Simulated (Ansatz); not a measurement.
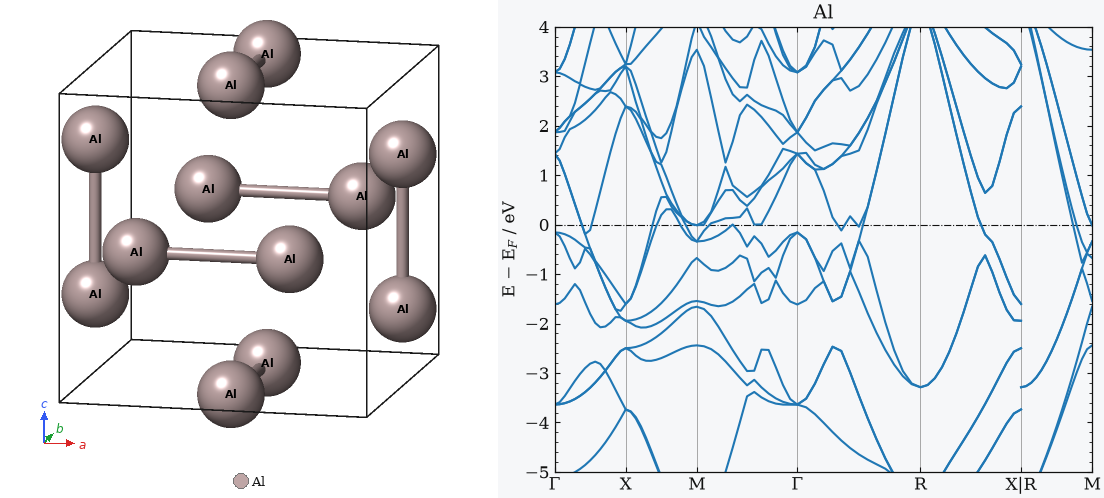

Band structure, beside the structure. Energies are counted from the Fermi level.

System: Al, space group Pm-3n (No. 223), 6 atoms in the cell.

```xyz
6
Lattice="4.9869 0.0000 0.0000 0.0000 4.9869 0.0000 0.0000 0.0000 4.9869" Properties=species:S:1:pos:R:3 pbc="T T T"
Al    1.2467    0.0000    2.4935
Al    3.7402    0.0000    2.4935
Al    2.4935    1.2467    0.0000
Al    2.4935    3.7402    0.0000
Al    0.0000    2.4935    1.2467
Al    0.0000    2.4935    3.7402
```

Method: DFT PBE, scalar-relativistic, plane waves, PAW, no spin polarisation, 8×8×8 k mesh, 420 eV cutoff, Gaussian smearing of 0.1 eV (Ansatz).

> Does this material conduct, going by its bands?

A metal: bands cross the Fermi level along this path.

The structure is an invented one, so it need not be a known or stable phase.
